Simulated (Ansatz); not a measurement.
Single-point calculation of TaN

The run: single-point calculation of TaN (P6₃/mmc, 4 atoms in the cell). Method and program: DFT PBEsol, scalar-relativistic, plane waves, PAW, PAW set soft_1, no spin polarisation (Ansatz 0.2.0).

The structure derives from an entry of the Crystallography Open Database. Figures and captions count atoms from 1; the log counts them from 0 in places.

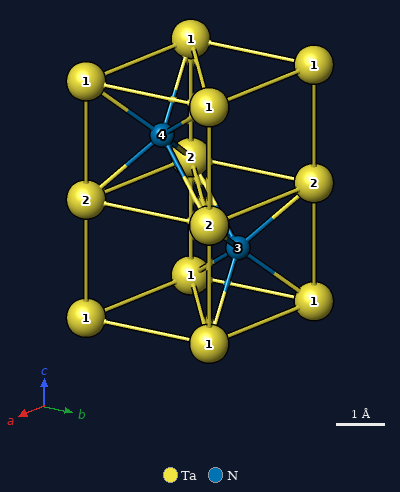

*The structure as given in the input (ball-and-stick view of the cell of the calculation, seen at an oblique angle; atoms are numbered from 1 in the order of the input). An atom can appear more than once, as a periodic image.*

Key numbers

```csv
quantity,value
outcome,converged
space group (tolerance 0.01 Å),P6₃/mmc (194)
electrons treated,36
free energy,−20376.1188 eV
Fermi energy,21.535 eV
gap on the k-point mesh,none (metallic)
pressure,20.62 GPa
largest force (length of the vector),under 0.001 eV/Å
hardware,"2 threads of Arm Neoverse N1, 98 GiB of memory available, shared host"
wall time,10 s (CPU time 19 s)
peak memory,0.4 GiB
```

Remarks

The program warns: the PAW datasets were made with another functional. Spin–orbit coupling is left out, which matters for Ta.

Input file
```yaml
crystal:
  lattice:
    - [2.8120395214, 0.0, 0.0]
    - [-1.4060197607, 2.435297662, 0.0]
    - [0.0, 0.0, 5.8600190937]
  atoms:
    - { symbol: Ta, position: [0.0, 0.0, 0.0] }
    - { symbol: Ta, position: [0.0, 0.0, 0.5] }
    - { symbol: "N", position: [0.3333333333, 0.6666666667, 0.25] }
    - { symbol: "N", position: [0.6666666667, 0.3333333333, 0.75] }
basis:
  ecutwfc: 520.0
kpoints:
  mp_grid: { grid: [15, 15, 8] }
hamiltonian:
  xc: pbesol
  pseudopotentials: { kind: paw, azcp: { folder: soft_1 } }
scf:
  occupations: { method: gaussian, width: 0.15 }
output:
  forces: true
  stress: true
  eigenvalues: true
  write_density: true
  write_potential: true
  elf: true
  volumetric_format: npy
```

Command:
```bash
ansatz run input.yaml --threads 2 --pin off --max-ram 4096MiB --backend cpu --events-out ev --progress --plain --runs-dir out
```

Log
```
Warning: [file] the record states the generating functional pbe (its physics header spells it `PBE`), which answers neither for hamiltonian.xc's functional nor for the pbesol family's — results may be inconsistent (PPs are generated against a specific XC)
Warning: [file] the record states the generating functional pbe (its physics header spells it `PBE`), which answers neither for hamiltonian.xc's functional nor for the pbesol family's — results may be inconsistent (PPs are generated against a specific XC)
Engine: ansatz 0.2.0, aarch64-unknown-linux-gnu
Pseudopotentials: kind: paw
Pseudopotential: Ta, paw, valence charge 13, recommended cutoff 420 eV (normal), [file]
Pseudopotential: N, paw, valence charge 5, recommended cutoff 420 eV (normal), [file]
Functional definition: PBEsol
  exchange = pbesol_x
  correlation = pbesol_c
Crystal: 4 atoms, lattice volume = 40.130 Å³
Basis set: ecut = 520 eV, 1065 PW (Γ), exchange–correlation on 48×48×90 points (8 copies of the dense FFT grid, shifted against one another)
Bands: 22, of which v1, the nominal top of the filled ones, is band 18 counted from 1 (17 counted from 0)
Symmetry: 24 space group operations
Space group: P63/mmc (ITA 194), of the structure as read, at distance tolerance 3.4e-5 Å
k-points: 135 of 1800
Non-local potential: Ta, projectors of the file, l = 0: 3, l = 1: 2, l = 2: 2, l = 3: 1
Non-local potential: N, projectors of the file, l = 0: 2, l = 1: 2, l = 2: 1
PAW form: soft (Blöchl's): semilocal exchange-correlation on the pseudo side does not see the compensation charge
PAW frozen core: Ta, regenerated for the run's functional, and the local potential with it (the file was generated under x = pbe(κ = 0.804, μ = 0.2195149727645171), c = pbe(β = 0.06672455060314922))
PAW frozen core: N, regenerated for the run's functional, and the local potential with it (the file was generated under x = pbe(κ = 0.804, μ = 0.2195149727645171), c = pbe(β = 0.06672455060314922))
PAW one-centre angular grid: Ta, 590 points (default); XC on 64 Gauss nodes
PAW one-centre angular grid: N, 110 points (default); XC on 64 Gauss nodes
Initial density: superposition of atomic densities (chi_scale 0.1, normalization cell, long waves kept (reshape's long-wave potential 0.00 eV rms))
Initial wavefunctions: pseudopotential atomic-orbital guess
Functional: x = pbesol(κ = 0.804, μ = 0.12345679012345678), c = pbesol(β = 0.046)
SCF iter   1: F=—  HF=-20376.182979 eV  |F-HF|=—  |Δ(HF+E_count)|=         —  Δρ=4.33e-2  dr2=4.91e-1  ethr=3.10e-3  ⟨swp⟩=5.0  Hψ=12756  notcnv=0
preconditioner: auto → Kerker (q_TF=auto, 2.679 Å⁻¹)  [metal: Δε(μ)=0.027 eV  Ē_g=10.029 eV  σ=0.150 eV  W_gap=0.10  n_scr=10 (ndim 8)  ℏωp=26.2 eV  f_vac=0.000  D(μ)=0.81/eV (n_scr^D=2)]
SCF iter   2: F=—  HF=-20376.141839 eV  |F-HF|=—  |Δ(HF+E_count)|=   4.11e-2  Δρ=2.63e-2  dr2=1.54e-1  ethr=1.37e-3  ⟨swp⟩=1.1  Hψ=4073  notcnv=0
SCF iter   3: F=—  HF=-20376.124477 eV  |F-HF|=—  |Δ(HF+E_count)|=   1.74e-2  Δρ=7.66e-3  dr2=2.38e-2  ethr=4.28e-4  ⟨swp⟩=1.5  Hψ=3358  notcnv=0
SCF iter   4: F=—  HF=-20376.118977 eV  |F-HF|=—  |Δ(HF+E_count)|=   5.50e-3  Δρ=1.72e-3  dr2=1.28e-3  ethr=6.62e-5  ⟨swp⟩=2.0  Hψ=4271  notcnv=0
SCF iter   5: F=—  HF=-20376.118764 eV  |F-HF|=—  |Δ(HF+E_count)|=   2.13e-4  Δρ=2.45e-4  dr2=1.68e-5  ethr=3.56e-6  ⟨swp⟩=2.0  Hψ=4272  notcnv=0
SCF iter   6: F=—  HF=-20376.118762 eV  |F-HF|=—  |Δ(HF+E_count)|=   2.39e-6  Δρ=4.72e-5  dr2=9.36e-7  ethr=4.68e-8  ⟨swp⟩=2.4  Hψ=4807  notcnv=0
SCF iter   7: F=-20376.118761 eV  HF=-20376.118761 eV  |F-HF|=1.66e-8  |Δ(HF+E_count)|=   1.19e-7  Δρ=7.72e-6  dr2=2.57e-8  ethr=2.78e-10  ⟨swp⟩=10.4  Hψ=21961  notcnv=0
SCF 1 converged in 7 iterations: F = -20376.118761 eV  dr2 = 2.57e-8
  greatest PAW one-centre occupation: 0.999 electrons in one spin orbital (limit 2), on the Ta atom at site 1 (counted from 0), in its partial waves of l = 0
```

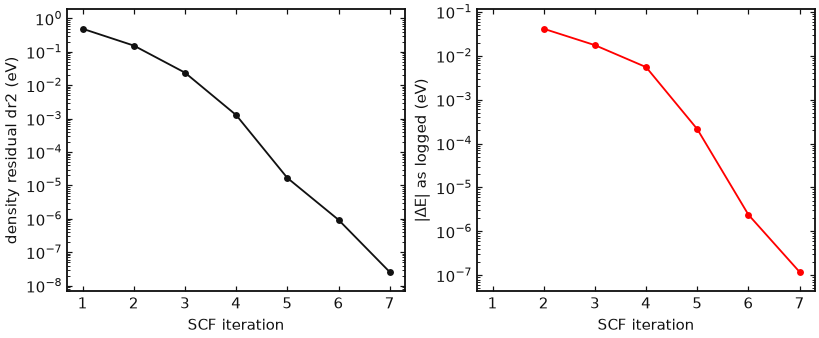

*Convergence of the self-consistent field: density residual dr2 and size of the energy change against the SCF iteration.*

The residual falls at every step.

```
SCF converged after 7 iterations
Free energy (F): -20376.118761 eV
Harris-Foulkes:  -20376.118761 eV  (|F-HF|=1.66e-8)
Internal energy: -20376.109256 eV  (E = F + TS)
E sigma→0 (E₀):  -20376.114009 eV
Entropy (-TS):   -0.009506 eV (-2.376 meV/atom)
Fermi energy:    21.534631 eV
--- Per-component energies (eV) ---
  E_band       = -54.858862
  E_kinetic    = 1057.824488
  E_local      = -1074.890679  (includes V_loc(G=0)·N_el)
  E_nonlocal   = 53.772462
  E_hartree    = 392.202888
  E_xc         = -761.375278
  E_vxc        = -624.714307  (∫ρ·V_xc dr)
  E_paw        = -16609.986990  (= ΣΔE_a)
  E_vpaw       = -251.256364  (= ΣTr[D̂ρ^β])
  E_aug_tail   = 0.000036  (compensation charges beyond the density's cutoff)
  E_ewald      = -3434.139806
  E_core_change = 0.483623  (= ΣΔE_core)
  E_smearing   = -0.009506  (= −TS)
  E_closure    = 0.000000  (closes the sum)
  Σ components = -20376.118761   (vs F -20376.118761, Δ=0.00e0)
--- Forces (eV/Å), atoms counted from 1 ---
  atom   1  Ta     0.00000000     0.00000000     0.00000000
  atom   2  Ta     0.00000000     0.00000000    -0.00000000
  atom   3  N      0.00000000    -0.00000000     0.00000000
  atom   4  N      0.00000000     0.00000000     0.00000000
  max |Σ_I F_I| component: 7.40e-17 eV/Å
--- Stress (GPa, compression-positive) ---
       26.158624       0.000000       0.000000
        0.000000      26.158624       0.000000
        0.000000       0.000000       9.547361
  P = ⅓ Tr σ = 20.6215 GPa (206.215 kbar)
--- Band table (eV; the first three rows and the last of 135) ---
  k-point 0: bands = ["-46.6337", "-46.5898", "-13.9300", "-13.0279", "-12.5777", "-12.5777", "-12.5087", "-12.5087", "3.5263", "6.3338", "11.8369", "16.6722", "16.6722", "16.7830", "17.9070", "19.6951", "19.6951", "21.2884", "21.2884", "22.3335", "22.3335", "23.6535"]
  k-point 1: bands = ["-46.6320", "-46.5915", "-13.8982", "-13.0651", "-12.5751", "-12.5751", "-12.5114", "-12.5114", "3.6140", "6.1857", "12.0236", "16.4076", "16.7374", "16.7374", "18.2574", "19.3832", "19.3832", "21.5998", "21.5998", "22.3758", "22.3758", "23.3548"]
  k-point 2: bands = ["-46.6273", "-46.5962", "-13.8066", "-13.1697", "-12.5677", "-12.5677", "-12.5189", "-12.5189", "3.8675", "5.7993", "12.5262", "15.6953", "16.9310", "16.9310", "18.7970", "18.7970", "18.9215", "22.1470", "22.1470", "22.4896", "22.4896", "22.5974"]
  k-point 134: bands = ["-46.4605", "-46.4605", "-13.6078", "-13.6078", "-13.5876", "-13.5876", "-13.1249", "-13.1249", "6.2328", "6.2328", "13.8536", "13.8536", "15.6403", "15.6403", "15.6527", "15.6527", "21.0653", "21.0653", "24.4679", "24.4679", "25.2942", "25.2942"]
```

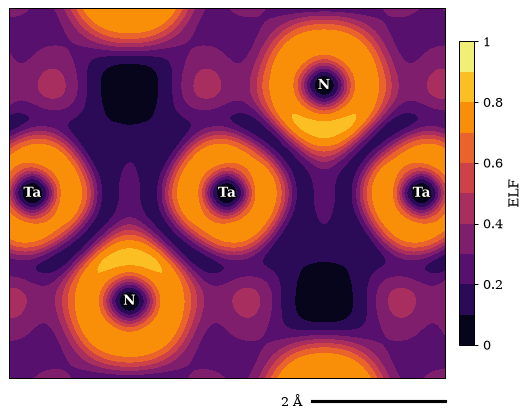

*Electron localisation function on the (110) plane of the conventional cell.*

Ta–N (2.19 Å): the ELF is about 0.15 at the midpoint; no shared pair; the contact is polar. Ta–Ta (2.93 Å): the ELF is about 0.20 at the midpoint (no shared electron pair). The strong features right at Ta lie inside the PAW spheres (semicore, d or f shells) and say nothing about bonding. Core electrons are frozen (PAW), so the fields are smoothed inside the atomic spheres.

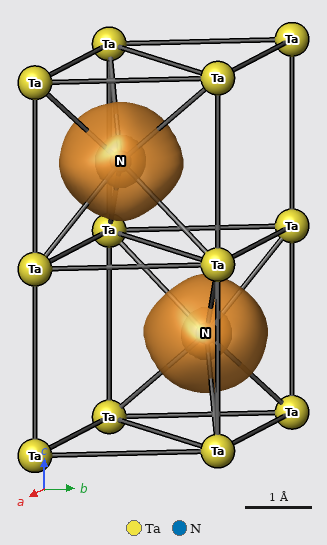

*Isosurface of the electron localisation function at 0.6 (orange), seen slightly off an axis. Only the valence region is drawn (cores and ρ < 0.01 e/Å³ removed). Sticks mark near contacts. The outline is the cell set on symmetry axes.*

Along the contacts the grid gives the following. Ta–N (2.19 Å): the ELF is about 0.15 at the midpoint; a polar contact without a shared pair, in a metal. Ta–Ta (2.81 Å): the ELF is about 0.25 at the midpoint (no shared electron pair).
